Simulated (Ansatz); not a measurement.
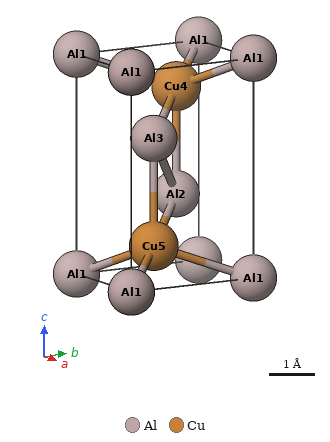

Figure 1. The structure as given in the input (ball-and-stick view of the cell of the calculation, seen slightly off an axis; atoms are numbered from 1 in the order of the input). An atom can appear more than once, as a periodic image.

## Single-point calculation of Al3Cu2

The run: single-point calculation of Al3Cu2 (P-3m1, 5 atoms in the cell). Method and program: DFT PBEsol, scalar-relativistic, plane waves, PAW, no spin polarisation (Ansatz 0.2.0).

The structure derives from a Materials Project entry. Figures and captions count atoms from 1; the log counts them from 0 in places.

The program's output:
```
Engine: ansatz 0.2.0, x86_64-unknown-linux-gnu
Pseudopotentials: kind: paw
Pseudopotential: Al, paw, valence charge 3, recommended cutoff 420 eV (normal), Al.paw.azcp
Pseudopotential: Cu, paw, valence charge 19, recommended cutoff 420 eV (normal), Cu.paw.azcp
Functional definition: PBEsol
  exchange = pbesol_x
  correlation = pbesol_c
Crystal: 5 atoms, lattice volume = 72.399 Å³
Basis set: ecut = 420 eV, 1397 PW (Γ), exchange–correlation on 60×60×72 points (8 copies of the dense FFT grid, shifted against one another)
Bands: 29, of which v1, the nominal top of the filled ones, is band 24 counted from 1 (23 counted from 0)
Symmetry: 12 space group operations
Space group: P-3m1 (ITA 164), of the structure as read, at distance tolerance 4.2e-5 Å
k-points: 24 of 144
Non-local potential: Al, projectors of the file, l = 0: 2, l = 1: 2, l = 2: 1
Non-local potential: Cu, projectors of the file, l = 0: 3, l = 1: 2, l = 2: 3, l = 3: 1
PAW form: soft (Blöchl's): semilocal exchange-correlation on the pseudo side does not see the compensation charge
PAW frozen core: Al, regenerated for the run's functional, and the local potential with it (the file was generated under x = pbe(κ = 0.804, μ = 0.2195149727645171), c = pbe(β = 0.06672455060314922))
PAW frozen core: Cu, regenerated for the run's functional, and the local potential with it (the file was generated under x = pbe(κ = 0.804, μ = 0.2195149727645171), c = pbe(β = 0.06672455060314922))
PAW one-centre angular grid: Al, 110 points (default); XC on 64 Gauss nodes
PAW one-centre angular grid: Cu, 590 points (default); XC on 64 Gauss nodes
Initial density: superposition of atomic densities (neutral atoms: chi_scale 0, normalization atom), corrected by the library's trained network
Initial wavefunctions: pseudopotential atomic-orbital guess
Functional: x = pbesol(κ = 0.804, μ = 0.12345679012345678), c = pbesol(β = 0.046)
SCF iter   1: F=—  HF=-14752.031043 eV  |F-HF|=—  |Δ(HF+E_count)|=         —  Δρ=1.19e-2  dr2=6.18e-2  ethr=1.77e-3  ⟨swp⟩=6.2  Hψ=3112  notcnv=0
preconditioner: auto → Kerker (q_TF=auto, 2.539 Å⁻¹)  [metal: Δε(μ)=0.033 eV  Ē_g=7.582 eV  σ=0.100 eV  W_gap=0.18  n_scr=22 (ndim 8)  ℏωp=24.3 eV  f_vac=0.001  D(μ)=2.18/eV (n_scr^D=20)]
SCF iter   2: F=—  HF=-14752.020029 eV  |F-HF|=—  |Δ(HF+E_count)|=   1.10e-2  Δρ=1.42e-3  dr2=2.12e-3  ethr=1.31e-4  ⟨swp⟩=2.0  Hψ=1277  notcnv=0  defer=21
SCF iter   3: F=—  HF=-14752.019230 eV  |F-HF|=—  |Δ(HF+E_count)|=   7.99e-4  Δρ=1.48e-3  dr2=2.03e-3  ethr=4.52e-6  ⟨swp⟩=2.0  Hψ=941  notcnv=0  defer=21
SCF iter   4: F=—  HF=-14752.018865 eV  |F-HF|=—  |Δ(HF+E_count)|=   3.65e-4  Δρ=6.68e-4  dr2=5.11e-4  ethr=4.31e-6  ⟨swp⟩=1.0  Hψ=670  notcnv=0  defer=21
SCF iter   5: F=—  HF=-14752.018767 eV  |F-HF|=—  |Δ(HF+E_count)|=   9.81e-5  Δρ=1.86e-4  dr2=4.49e-5  ethr=1.09e-6  ⟨swp⟩=1.8  Hψ=783  notcnv=0  defer=21
SCF iter   6: F=—  HF=-14752.018747 eV  |F-HF|=—  |Δ(HF+E_count)|=   2.04e-5  Δρ=4.20e-5  dr2=2.55e-6  ethr=9.56e-8  ⟨swp⟩=2.2  Hψ=992  notcnv=0  defer=21
SCF iter   7: F=-14752.018746 eV  HF=-14752.018746 eV  |F-HF|=3.96e-8  |Δ(HF+E_count)|=   5.05e-7  Δρ=9.30e-6  dr2=7.04e-8  ethr=2.13e-10  ⟨swp⟩=6.5  Hψ=3404  notcnv=0
SCF 1 converged in 7 iterations: F = -14752.018746 eV  dr2 = 7.04e-8
  greatest PAW one-centre occupation: 1.000 electrons in one spin orbital (limit 2), on the Cu atom at site 4 (counted from 0), in its partial waves of l = 0
```

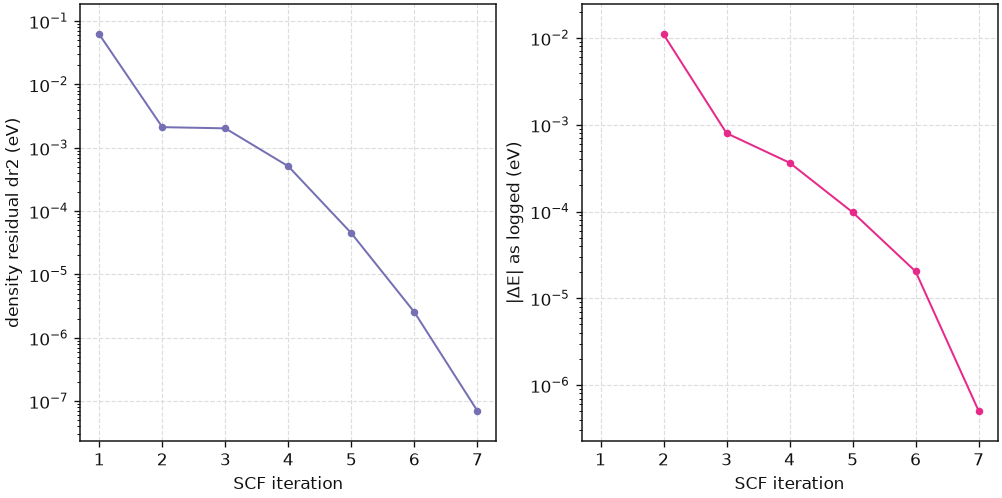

Figure 2. Convergence of the self-consistent field: density residual dr2 and size of the energy change against the SCF iteration. The residual falls at every step.

```
SCF converged after 7 iterations
Free energy (F): -14752.018746 eV
Harris-Foulkes:  -14752.018746 eV  (|F-HF|=3.96e-8)
Internal energy: -14752.007541 eV  (E = F + TS)
E sigma→0 (E₀):  -14752.013143 eV
Entropy (-TS):   -0.011206 eV (-2.241 meV/atom)
Fermi energy:    11.232207 eV
--- Per-component energies (eV) ---
  E_band       = -931.799021
  E_kinetic    = 672.176398
  E_local      = -11608.778920  (includes V_loc(G=0)·N_el)
  E_nonlocal   = 802.916583
  E_hartree    = 5209.029582
  E_xc         = -299.392890
  E_vxc        = -322.475224  (∫ρ·V_xc dr)
  E_paw        = -4608.110300  (= ΣΔE_a)
  E_vpaw       = -893.708362  (= ΣTr[D̂ρ^β])
  E_aug_tail   = 0.000493  (compensation charges beyond the density's cutoff)
  E_ewald      = -4920.318308
  E_core_change = 0.469821  (= ΣΔE_core)
  E_smearing   = -0.011206  (= −TS)
  E_closure    = 0.000000  (closes the sum)
  Σ components = -14752.018746   (vs F -14752.018746, Δ=0.00e0)
--- Forces (eV/Å), atoms counted from 1 ---
  atom   1  Al    -0.00000000    -0.00000000     0.00000000
  atom   2  Al     0.00000000    -0.00000000    -0.01860090
  atom   3  Al     0.00000000     0.00000000     0.01860090
  atom   4  Cu     0.00000000    -0.00000000     0.07380379
  atom   5  Cu    -0.00000000     0.00000000    -0.07380379
  max |Σ_I F_I| component: 1.85e-17 eV/Å
--- Stress (GPa, compression-positive) ---
       -0.277905       0.000000      -0.000000
        0.000000      -0.277905      -0.000000
       -0.000000      -0.000000       0.989958
  P = ⅓ Tr σ = 0.1447 GPa (1.447 kbar)
--- Band table (eV; the first three rows and the last of 24) ---
  k-point 0: bands = ["-102.7298", "-102.7285", "-60.2427", "-60.2377", "-60.2377", "-60.2369", "-60.2312", "-60.2312", "-0.0183", "4.8186", "5.3575", "5.9276", "5.9276", "6.2872", "6.2872", "6.7716", "6.7716", "7.1728", "7.1728", "7.6035", "7.6496", "11.0916", "11.0916", "12.6348", "12.6348", "13.8044", "14.1774", "16.5873", "16.5873"]
  k-point 1: bands = ["-102.7298", "-102.7285", "-60.2427", "-60.2377", "-60.2377", "-60.2369", "-60.2312", "-60.2312", "0.3299", "3.3326", "5.7550", "5.8843", "5.8843", "6.2574", "6.2574", "6.8514", "6.8514", "6.9569", "7.1663", "7.1663", "10.0765", "11.4869", "11.4869", "12.8137", "12.8137", "13.8887", "14.3742", "14.7370", "14.7370"]
  k-point 2: bands = ["-102.7298", "-102.7285", "-60.2427", "-60.2377", "-60.2377", "-60.2370", "-60.2312", "-60.2312", "1.0174", "2.0392", "5.8470", "5.8470", "5.8703", "6.2255", "6.2255", "6.8769", "6.9535", "6.9535", "7.1335", "7.1335", "12.4636", "12.4636", "12.5914", "12.5914", "13.0263", "13.7307", "13.7307", "13.7526", "14.5045"]
  k-point 23: bands = ["-102.7291", "-102.7291", "-60.2420", "-60.2420", "-60.2387", "-60.2324", "-60.2324", "-60.2304", "4.4492", "4.5727", "4.5727", "4.9702", "4.9702", "5.8138", "6.4954", "6.4954", "6.5157", "6.8574", "7.1426", "7.1426", "7.4389", "7.4900", "7.4900", "8.8463", "16.0122", "16.4030", "16.4030", "17.2554", "17.2554"]
```

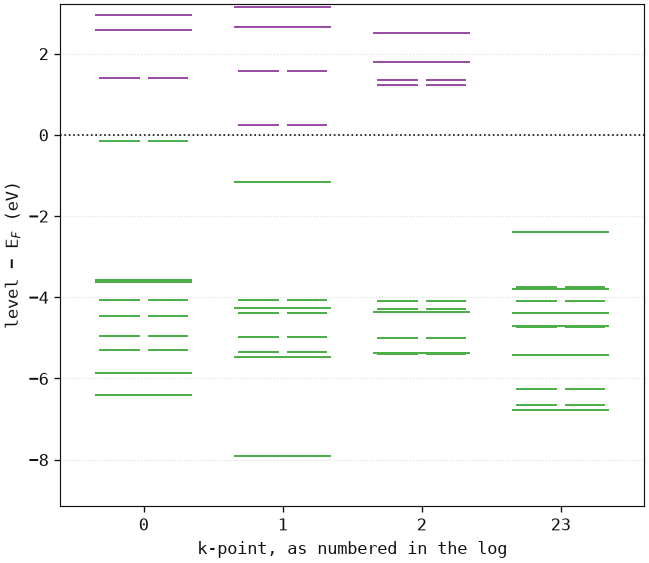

Figure 3. Kohn–Sham levels near the Fermi level (dotted) at the few k-points that the log prints; levels within 0.02 eV of each other stand side by side. The system is metallic on the full mesh.

This output came from the following input.

Input:
```yaml
crystal:
  lattice:
    - [4.0919516368, 0.0, 0.0]
    - [-2.0459758184, 3.5437340685, 0.0]
    - [0.0, 0.0, 4.9927787]
  atoms:
    - { symbol: Al, position: [0.0, 0.0, 0.0] }
    - { symbol: Al, position: [0.33333333, 0.66666667, 0.34992535] }
    - { symbol: Al, position: [0.66666667, 0.33333333, 0.65007465] }
    - { symbol: Cu, position: [0.33333333, 0.66666667, 0.83951213] }
    - { symbol: Cu, position: [0.66666667, 0.33333333, 0.16048787] }
basis:
  ecutwfc: 420
kpoints:
  mp_grid: { grid: [6, 6, 4] }
hamiltonian:
  xc: pbesol
scf:
  occupations: { method: gaussian, width: 0.1 }
output:
  forces: true
  stress: true
  eigenvalues: true
```

Launched with:
```bash
ansatz run input.yaml --threads 2 --pin off --max-ram 5120MiB --backend cpu --events-out ev --progress --plain --runs-dir out
```

Summary:

```json
{"quantity": "outcome", "value": "converged"}
{"quantity": "space group (tolerance 0.01 Å)", "value": "P-3m1 (164)"}
{"quantity": "electrons treated", "value": "47"}
{"quantity": "free energy", "value": "−14752.0187 eV"}
{"quantity": "Fermi energy", "value": "11.232 eV"}
{"quantity": "gap on the k-point mesh", "value": "none (metallic)"}
{"quantity": "pressure", "value": "0.14 GPa"}
{"quantity": "largest force (length of the vector)", "value": "0.074 eV/Å"}
{"quantity": "hardware", "value": "2 threads of Intel Xeon @ 2.50GHz (Skylake/Cascade Lake), 189 GiB of memory available, shared host"}
{"quantity": "wall time", "value": "4.1 s (CPU time 7.2 s)"}
{"quantity": "peak memory", "value": "0.39 GiB"}
```
